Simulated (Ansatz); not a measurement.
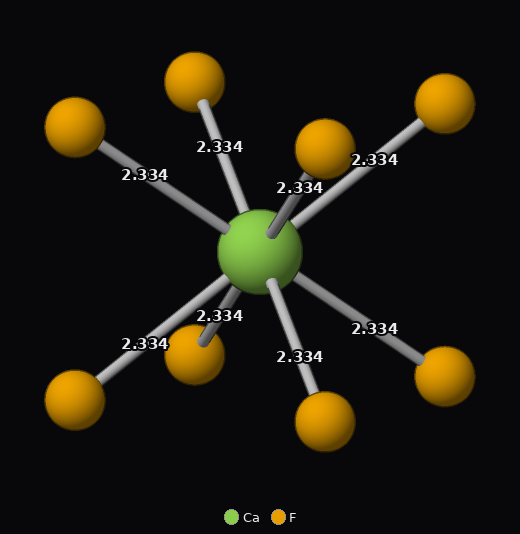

The surroundings of site Ca1 (at 0.000, 0.000, 0.000) in CaF$_{2}$ in space group Fm-3m, with bond lengths in Å.

Origin of the cell: the end point of a relaxation (final pressure about 6 GPa) with DFT PBE, scalar-relativistic, plane waves, PAW (Ansatz).

```
Ca F
1.0
     5.38996    0.00000    0.00000
     0.00000    5.38996    0.00000
     0.00000    0.00000    5.38996
Ca F
4 8
Direct
  0.00000 0.00000 0.00000
  0.00000 0.50000 0.50000
  0.50000 0.00000 0.50000
  0.50000 0.50000 0.00000
  0.25000 0.75000 0.75000
  0.25000 0.25000 0.75000
  0.25000 0.25000 0.25000
  0.25000 0.75000 0.25000
  0.75000 0.75000 0.25000
  0.75000 0.25000 0.25000
  0.75000 0.25000 0.75000
  0.75000 0.75000 0.75000
```

Bond valence s = exp((R0 − d)/b), R0 fitted to published crystal structures with b = 0.37 Å; R0 in Å: Ca2+–F 1.845.

**Calculate the bond-valence sum of Ca1 from the bonds drawn.**

8 × 0.267 = 2.13 v.u., against a formal valence of 2: overbonded (bonds short for this ion) by 0.13.

**And over the whole structure?**

| site | x, y, z | formal valence | bond-valence sum | difference |
| --- | --- | --- | --- | --- |
| Ca1 | 0.000, 0.000, 0.000 | +2 | 2.15 | 0.15 |
| F1 | 0.250, 0.750, 0.750 | −1 | 1.08 | 0.08 |

These sums include all anions within 5 Å. The global instability index (root mean square of the differences over all atoms) is 0.11 v.u.: moderate strain, common in real structures. Cells relaxed with PBE tend to have slightly long bonds, which lowers the sums.
